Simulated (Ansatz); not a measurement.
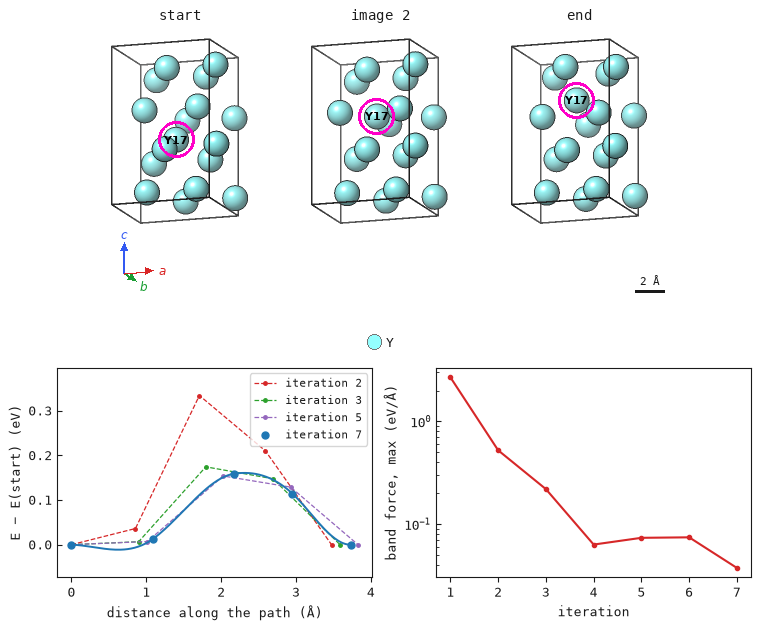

A search for the minimum-energy path of Y with an interstitial Y (17 atoms in the cell) by the nudged elastic band. Images are numbered from 0 (start) to 4 (end). The plot follows the band through its iterations. A spheres-only model of the simulation cell (origin moved), seen from a free direction. The moving atom is ringed, with any periodic copies.

The calculation used DFT PBEsol, scalar-relativistic, plane waves, PAW (Ansatz).

Input
```yaml
crystal:
  lattice:
    - [-3.65, -6.321985, 0.0]
    - [5.475, -3.160993, 0.0]
    - [0.0, 0.0, 11.4683]
  atoms:
    - { symbol: "Y", position: [0.75066462, 0.54364226, 0.01096298] }
    - { symbol: "Y", position: [0.49805997, 0.33460211, 0.25324127] }
    - { symbol: "Y", position: [0.75055988, 0.4880321, 0.49248839] }
    - { symbol: "Y", position: [0.46200942, 0.36637584, 0.72976833] }
    - { symbol: "Y", position: [0.47815598, -0.01698644, 0.02247] }
    - { symbol: "Y", position: [0.25042964, 0.82611164, 0.25727381] }
    - { symbol: "Y", position: [0.49849305, -0.00229707, 0.50392845] }
    - { symbol: "Y", position: [0.25063001, 0.85803634, 0.76111924] }
    - { symbol: "Y", position: [0.25074729, 0.48493948, -0.00428385] }
    - { symbol: "Y", position: [0.00282056, 0.33460087, 0.25309943] }
    - { symbol: "Y", position: [0.2502453, 0.51202705, 0.4934344] }
    - { symbol: "Y", position: [0.03865823, 0.36619342, 0.73017945] }
    - { symbol: "Y", position: [0.02265713, -0.0168317, 0.02208188] }
    - { symbol: "Y", position: [0.75053612, 0.83344486, 0.26035063] }
    - { symbol: "Y", position: [0.00226675, -0.0021002, 0.50400775] }
    - { symbol: "Y", position: [0.75070405, 0.75685867, 0.73788129] }
    - { symbol: "Y", position: [0.74989, 0.15404566, 0.84403126] }
basis:
  ecutwfc: 420.0
kpoints:
  mp_grid: { grid: [3, 3, 2] }
hamiltonian:
  xc: pbesol
scf:
  occupations: { method: gaussian, width: 0.1 }
  lower_state_search: "off"
neb:
  images: 3
  f_tol: 0.05
  initial_path: linear
  max_iterations: 71
  final_atoms:
    - { symbol: "Y", position: [0.74926795, 0.57458966, -0.01221139] }
    - { symbol: "Y", position: [0.47659712, 0.35053158, 0.27203794] }
    - { symbol: "Y", position: [0.74960142, 0.49838782, 0.51035721] }
    - { symbol: "Y", position: [0.49737726, 0.33490105, 0.75353255] }
    - { symbol: "Y", position: [0.46146609, -0.03405824, -0.02015668] }
    - { symbol: "Y", position: [0.24902516, 0.84793494, 0.24563575] }
    - { symbol: "Y", position: [0.49679628, -0.00209882, 0.502841] }
    - { symbol: "Y", position: [0.24964769, 0.82062153, 0.74337399] }
    - { symbol: "Y", position: [0.24937943, 0.47382807, 0.01088555] }
    - { symbol: "Y", position: [0.02232616, 0.35084707, 0.2724926] }
    - { symbol: "Y", position: [0.24942201, 0.50726043, 0.50733307] }
    - { symbol: "Y", position: [0.00142481, 0.33440068, 0.75371033] }
    - { symbol: "Y", position: [0.03787027, -0.03453484, -0.02032139] }
    - { symbol: "Y", position: [0.74911663, 0.78795554, 0.2615435] }
    - { symbol: "Y", position: [0.00197314, -0.0017926, 0.5029913] }
    - { symbol: "Y", position: [0.74966793, 0.84424349, 0.74248015] }
    - { symbol: "Y", position: [0.75053214, 0.17692283, 1.0958409] }
  order_check: true
```

Command:
```bash
ansatz run input.yaml --threads 4 --pin off --max-ram 10240MiB --backend cpu --events-out ev --progress --plain --runs-dir out
```

Did the band converge, and can the barrier be trusted?

Answer. The result is final at these settings. The band converged in 7 iterations. The largest component of the band force went from 2.7 to 0.038 eV/Å. The climbing image converged on the top of the path. A check of its curvatures found one unstable direction (−0.22 eV/Å²), as a transition state must have. The first iteration put the highest image at 1.640 eV. The barrier is about 0.159 eV in both directions, with image 2 at the top; the ends have the same energy.

Limits of the set-up: the periodic images lie only 6.3 Å apart, so the values are limited by the cell's size.

Cost: 9.5 min on 4 threads of AMD EPYC 7B13 (Zen 3), with other jobs on the host, peak memory 3 GiB.
